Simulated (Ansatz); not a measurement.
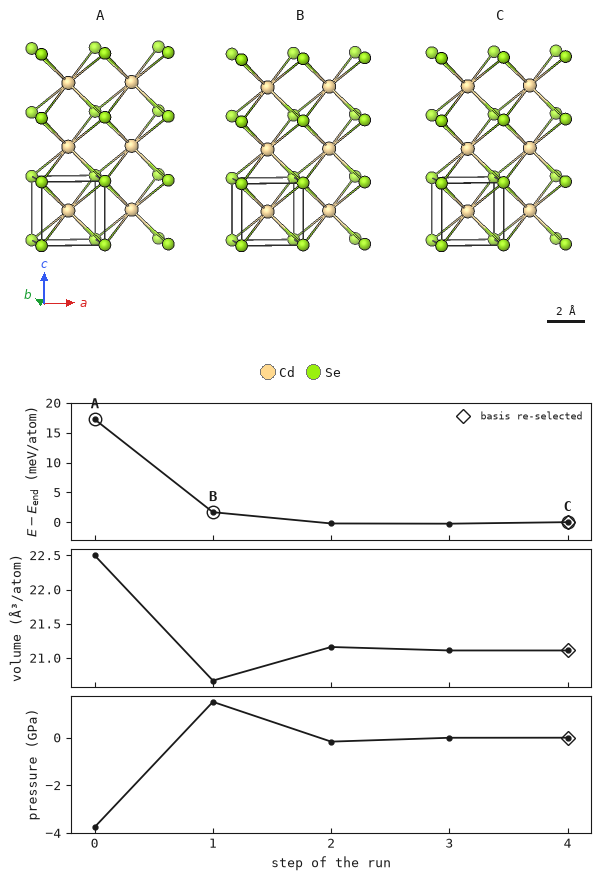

Frames of a relaxation of crystalline CdSe (a generated structure, set up in Pm-3m), marked on the history of the run. The picture is a ball-and-stick view of the cell of the calculation, repeated 2 × 1 × 3 with one cell outlined, seen from a free direction.

The run lets cell and atoms move.

Method: Kohn-Sham DFT of a periodic cell, PBEsol, Ansatz PAW (Ansatz).

The input:
```yaml
crystal:
  lattice:
    - [3.55686, 0.0, 0.0]
    - [0.0, 3.55686, 0.0]
    - [0.0, 0.0, 3.55686]
  atoms:
    - { symbol: Cd, position: [0.5, 0.5, 0.5] }
    - { symbol: Se, position: [0.0, 0.0, 0.0] }
hamiltonian:
  xc: pbesol
  pseudopotentials: { kind: paw }
kpoints:
  mp_grid: { grid: [8, 8, 8] }
scf:
  occupations: { method: fermi_dirac, width: 0.05 }
output:
  forces: true
  stress: true
  eigenvalues: true
relax:
  f_tol: 0.01
  max_steps: 40
  cell: { stress_tol: 0.05 }
```

Launched with:
```bash
ansatz run input.yaml --threads 2 --pin off --max-ram 5632MiB --backend cpu --events-out ev --progress --plain --runs-dir out
```

Describe the path.

Answer. After 3 accepted moves (4 points after the start) the energy has fallen by 17.2 meV per atom. All forces vanish by symmetry, so only the cell relaxes. Pressure: −3.75 GPa at the start and 0.00 GPa at the end. At 1 point the geometry stayed and the basis and grid were re-selected for the new cell (energy shift of 0.3 meV per atom at most each time). The atoms keep their places relative to the cell (all moves are under 0.005 Å). The volume changes by −6.2 %, with a = b = c 3.557 → 3.482 Å (−2.1 %). Some distances before and after: Cd–Se 3.080 → 3.016 Å. The space group stays Pm-3m (No. 221). The run took 4.4 s on 2 threads of Arm Neoverse V2 (shared host), peak memory 0.33 GiB. From step 0 to 1: volume −8.1 %, energy −15.6 meV per atom. From step 1 to 4: volume +2.1 %, energy −1.7 meV per atom.

```tsv
step	E − E(0), meV/atom	pressure, GPa	volume, Å³/atom	note
0	0.00	-3.75	22.499	
1	-15.57	1.50	20.669	
2	-17.46	-0.17	21.160	
3	-17.50	-0.01	21.109	
4	-17.24	0.00	21.109	same geometry, new basis
```
